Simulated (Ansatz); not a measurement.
A series of calculations on TiSi2

**1. Relaxation**

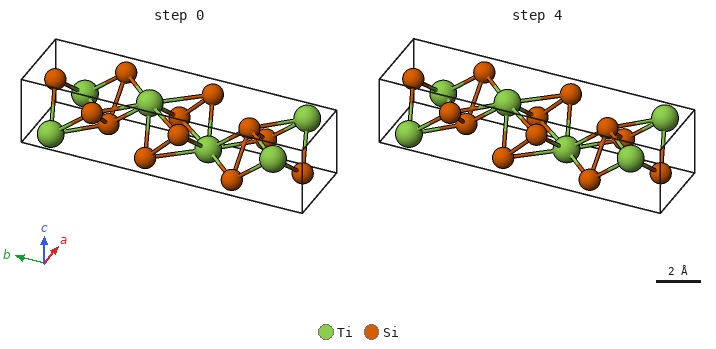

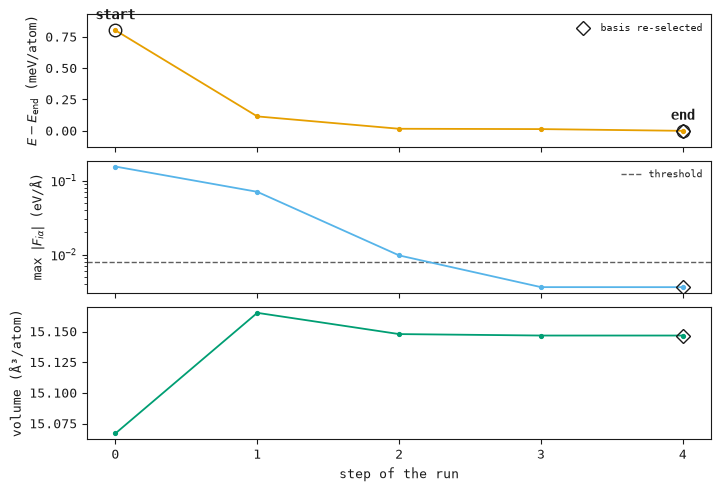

First and last geometry of a relaxation of crystalline TiSi2 (set up in Cmcm), with the history of the run. Style: ball-and-stick. Shown: the cell of the calculation, from a free direction.

Case: biaxial strain in the a-b plane of +6.0 %; c and atoms relaxed.

Computed with DFT PBEsol, scalar-relativistic, plane waves, PAW in Ansatz 0.2.0.

Input file:
```yaml
crystal:
  lattice:
    - [3.728072556, 0.0, 0.0]
    - [0.0, 14.1491428791, 0.0]
    - [0.0, 0.0, 3.427613031]
  atoms:
    - { symbol: Ti, position: [0.5, 0.6041100947, 0.75] }
    - { symbol: Ti, position: [0.0, 0.8958899053, 0.25] }
    - { symbol: Ti, position: [0.0, 0.1041100947, 0.75] }
    - { symbol: Ti, position: [0.5, 0.3958899053, 0.25] }
    - { symbol: Si, position: [0.5, 0.9404532372, 0.75] }
    - { symbol: Si, position: [0.0, 0.5595467628, 0.25] }
    - { symbol: Si, position: [0.0, 0.7490701255, 0.75] }
    - { symbol: Si, position: [0.5, 0.7509298745, 0.25] }
    - { symbol: Si, position: [0.0, 0.4404532372, 0.75] }
    - { symbol: Si, position: [0.5, 0.0595467628, 0.25] }
    - { symbol: Si, position: [0.5, 0.2490701255, 0.75] }
    - { symbol: Si, position: [0.0, 0.2509298745, 0.25] }
basis:
  ecutwfc: 420
kpoints:
  mp_grid: { grid: [10, 4, 10] }
hamiltonian:
  xc: pbesol
scf:
  occupations: { method: gaussian, width: 0.1 }
output:
  forces: true
  stress: true
  eigenvalues: true
relax:
  adjacent_minimum: "off"
  f_tol: 0.008
  max_steps: 40
  cell: { stress_tol: 0.015, fix: [a, b, gamma] }
```

Run as
```bash
ansatz run input.yaml --threads 1 --pin off --max-ram 2560MiB --backend cpu --events-out ev --progress --plain --runs-dir out
```

Did the run converge, and what did it change?

Answer. It converged. The largest moves relative to the cell, 0.015 Å, are those of Ti1, Ti2, Ti3 and Ti4. Ti1 goes along +b. Largest moves by element: Ti 0.015 Å, Si 0.006 Å. The volume changes by +0.5 %, with a unchanged at 3.728 Å, b unchanged at 14.149 Å, c 3.428 → 3.446 Å (+0.5 %). Among the contacts that change: Ti1–Si7 2.772 → 2.756 Å, Ti1–Si9 2.973 → 2.983 Å, Ti1–Si6 2.609 → 2.619 Å, Si11–Si12 2.532 → 2.539 Å. The space group stays Cmcm (No. 63). After 3 accepted moves (4 points after the start) the energy has fallen by 0.8 meV per atom. Largest force component: 0.16 eV/Å at the start, 0.0036 eV/Å at the end. The pressure goes from −7.84 to −8.41 GPa. At 1 point the geometry stayed and the basis and grid were re-selected for the new cell (energy shift of less than 0.05 meV per atom at most each time). Cost: 120 s on 1 thread of AMD EPYC 9R45 96-Core Processor (Zen 5) (shared host), peak memory 1 GiB.

**2. Relaxation**

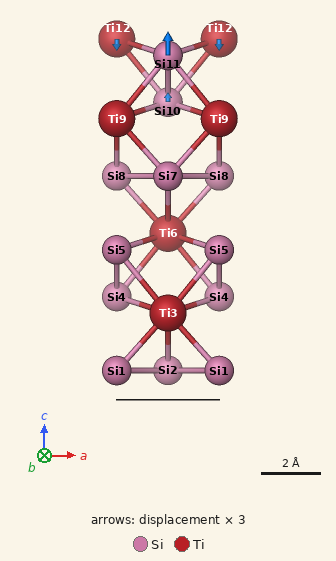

A constrained relaxation of a slab of composition TiSi2 (cut from the Cmcm phase). The starting structure is drawn; blue arrows show the displacements, 3 times their true length.

Style: ball-and-stick. Shown: the cell of the calculation, outlined in the plane, without the vacuum, along the b axis.

Case: clean slab, lower half held. The slab is the (0 1 0) face of TiSi2. 6 atoms are held fixed.

Level of theory: Ansatz 0.2.0, DFT PBEsol, scalar-relativistic, plane waves, PAW.

Input file:
```yaml
crystal:
  lattice:
    - [3.5170496026, 0.0, 0.0]
    - [0.0, 3.5556151827, 0.0]
    - [0.0, 0.0, 28.3828910781]
  atoms:
    - { symbol: Si, position: [0.0, 0.25, 0.2994761871] }
    - { symbol: Si, position: [0.5, 0.75, 0.299739736] }
    - { symbol: Ti, position: [0.5, 0.25, 0.3689841545] }
    - { symbol: Si, position: [0.0, 0.75, 0.3889698837] }
    - { symbol: Si, position: [0.0, 0.25, 0.4453920615] }
    - { symbol: Ti, position: [0.5, 0.75, 0.4653777907] }
    - { symbol: Si, position: [0.5, 0.25, 0.5346222093] }
    - { symbol: Si, position: [0.0, 0.75, 0.5348857581] }
    - { symbol: Ti, position: [0.0, 0.25, 0.6041301766] }
    - { symbol: Si, position: [0.5, 0.75, 0.6241159059] }
    - { symbol: Si, position: [0.5, 0.25, 0.6805380836] }
    - { symbol: Ti, position: [0.0, 0.75, 0.7005238129] }
basis:
  ecutwfc: 420
kpoints:
  mp_grid: { grid: [8, 8, 1] }
hamiltonian:
  xc: pbesol
scf:
  occupations: { method: gaussian, width: 0.1 }
output:
  forces: true
  eigenvalues: true
  write_density: true
  write_potential: true
  elf: true
  volumetric_format: npy
relax:
  adjacent_minimum: "off"
  f_tol: 0.03
  max_steps: 70
  constraints: [{ sites: [0, 1, 2, 3, 4, 5] }]
efield:
  axis: 3
  dipole_correction: true
  ramp_width: 0.04
```

Launched with:
```bash
ansatz run input.yaml --threads 1 --pin off --max-ram 2560MiB --backend cpu --events-out ev --progress --plain --runs-dir out
```

Q: What did the optimiser do to the structure, and how much energy did it gain?

A: The largest move is that of Si11, 0.28 Å along the normal (+c). Largest moves by element: Si 0.28 Å, Ti 0.14 Å. The lattice vectors keep their values. Some distances before and after: Ti9–Si11 2.792 → 3.008 Å, Si10–Ti12 2.792 → 2.599 Å, Ti9–Ti12 3.263 → 3.140 Å, Si10–Si11 2.393 → 2.506 Å. Bond angles that change, for instance: Si11–Ti12–Si11 154.4° → 173.2°, Si10–Ti12–Si11 105.1° → 115.6°, Si10–Ti12–Si10 78.1° → 85.2°. The energy falls by 0.211 eV per cell of the calculation in 4 geometry steps. The largest force component goes from 1.2 to 0.017 eV/Å. Cost: 4.1 min on 1 thread of Intel(R) Xeon(R) Platinum 8375C CPU @ 2.90GHz (Ice Lake), on a shared host, peak memory 0.74 GiB.

**3. A change**

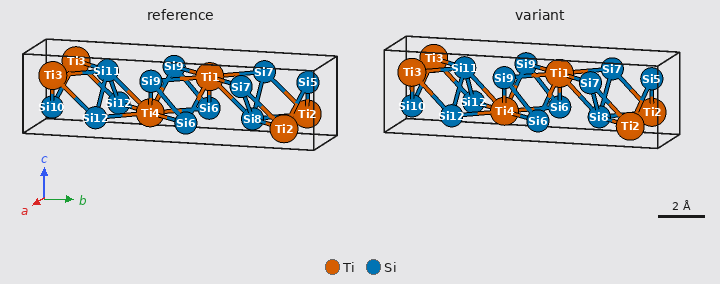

Left: crystalline TiSi₂ (set up in Cmcm). Right: the same structure after one change, at the same scale. The picture is a ball-and-stick view of the cell of the calculation, seen slightly off an axis.

The calculation used DFT PBEsol, scalar-relativistic, plane waves, PAW in Ansatz 0.2.0. (plane-wave cutoff 420 eV; k-point mesh 10 × 4 × 10; occupations gaussian; smearing width 0.1 eV; no spin polarisation)

> Which change leads from the left to the right?

Biaxial strain in the a–b plane, −6.0 %, is applied. The c axis and the atoms are relaxed.

> How do the computed properties respond?

Cell: a 3.517 → 3.306 Å (−6.0 %), b 13.348 → 12.547 Å (−6.0 %), c 3.556 → 3.687 Å (+3.7 %). Volume −8.4 %. The largest moves relative to the cell, 0.045 Å, are those of Si7, Si8, Si11 and Si12. Si7 goes along +b. Largest moves by element: Si 0.045 Å, Ti 0.024 Å. Among the bonded contacts that change: Si–Ti 2.792 → 2.622 Å, Si–Ti 2.646 → 2.536 to 2.594 Å, Si–Ti 2.564 → 2.524 Å, Si–Si 2.501 → 2.478 Å. The space group stays Cmcm (No. 63). The energy rises by 98.2 meV per atom. The pressure goes from 0.0 to 13.7 GPa. The principal stresses (compression positive) are 20.6 GPa along a, 20.4 GPa along b, none along the third axis.

**4. Series**

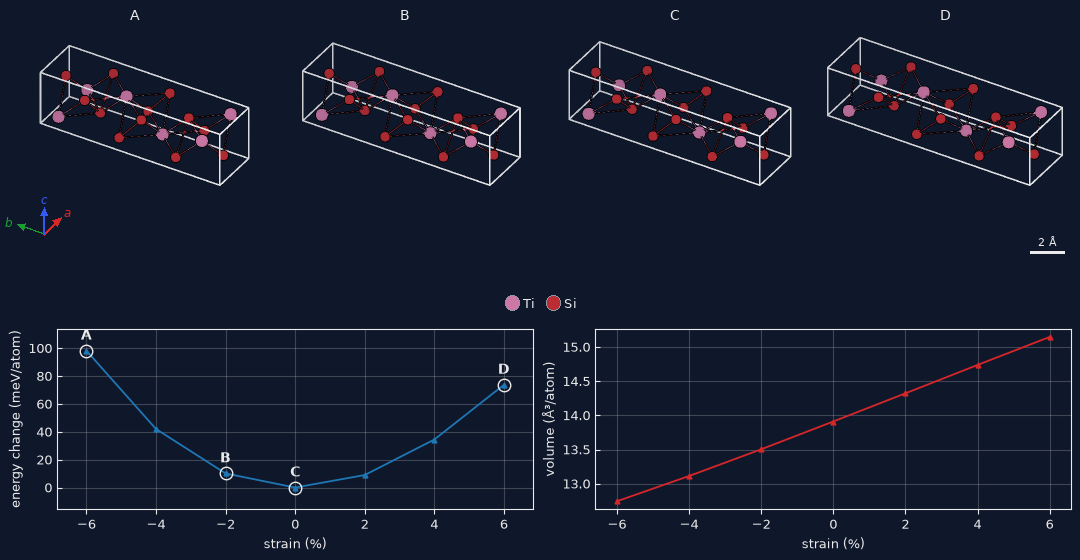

Members of a series of calculations on a crystal of TiSi$_{2}$ (set up in Cmcm), marked on the first curve. The picture is a ball-and-stick view of the cell of the calculation, seen from a free direction.

The calculation used DFT PBEsol, scalar-relativistic, plane waves, PAW in Ansatz 0.2.0. Set-up: plane-wave cutoff 420 eV; k-point mesh 10 × 4 × 10; occupations gaussian; smearing width 0.1 eV; no spin polarisation.

**Which kind of strain is it, and how does the structure respond?**

Biaxial strain in the a–b plane, c and atoms relaxed. A (strain −6.0 %): energy change 98.2 meV/atom, volume 12.74 Å³ per atom. B (strain −2.0 %): energy change 10.1 meV/atom, volume 13.50 Å³ per atom. C (strain 0.0 %): energy change 0.0 meV/atom, volume 13.91 Å³ per atom. D (strain 6.0 %): energy change 73.7 meV/atom, volume 15.15 Å³ per atom. The rest compares A with D. Cell: a 3.306 → 3.728 Å (+12.8 %), b 12.547 → 14.149 Å (+12.8 %), c 3.687 → 3.446 Å (−6.5 %). Volume +18.9 %. Some distances before and after: Si–Ti 2.622 → 2.983 Å, Si–Ti 2.536 → 2.756 Å, Si–Ti 2.594 → 2.692 Å.
